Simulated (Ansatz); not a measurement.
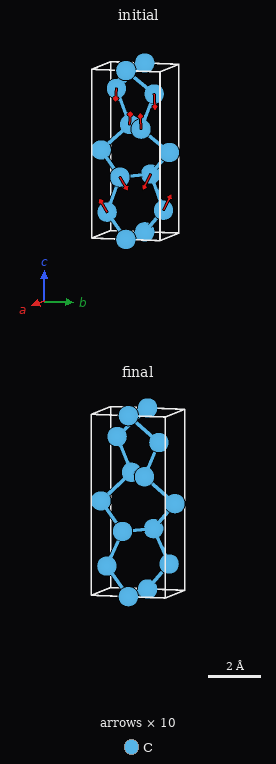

The structure of crystalline C (a generated structure, set up in Pnnn) (coarse preliminary run) before (top) and after (bottom) a relaxation, at one scale. The red arrows give the displacements (the part carried along by the change of the cell is left out), 10 times their true length.

Style: ball-and-stick. Shown: the cell of the calculation, slightly off an axis.

All numbers below come from Ansatz 0.2.0, DFT PBE, scalar-relativistic, plane waves, PAW. Settings: plane-wave cutoff 420 eV; k-point mesh 6 × 6 × 4; occupations gaussian; smearing width 0.1 eV; no spin polarisation; cell and atoms relaxed; force threshold 0.04 eV/Å; at most 70 steps.

What changed between the two?

The largest moves relative to the cell, 0.083 Å, are those of C atoms. Cell: a 2.542 → 2.591 Å (+1.9 %), b 2.797 → 3.031 Å (+8.4 %), c 6.669 → 7.150 Å (+7.2 %). Volume +18.4 %. Some distances before and after: C–C 1.510 → 1.646 Å, C–C 1.557 → 1.514 Å, C–C 1.504 → 1.515 Å. Bond angles that change, for instance: C–C–C 129.2° → 136.6°, C–C–C 100.6° → 106.5°, C–C–C 90.0° → 95.0°. The space group stays Pnnn (No. 48). The energy falls by 353 meV per atom in 7 accepted moves (10 points after the start). Largest force component: 3 eV/Å at the start, 0.00053 eV/Å at the end. The pressure goes from 86.62 to 0.00 GPa. The SCF was repeated 3 times at an unchanged geometry on a basis and grid sized afresh for the cell, which shifted the energy by 11.8 meV per atom at most.
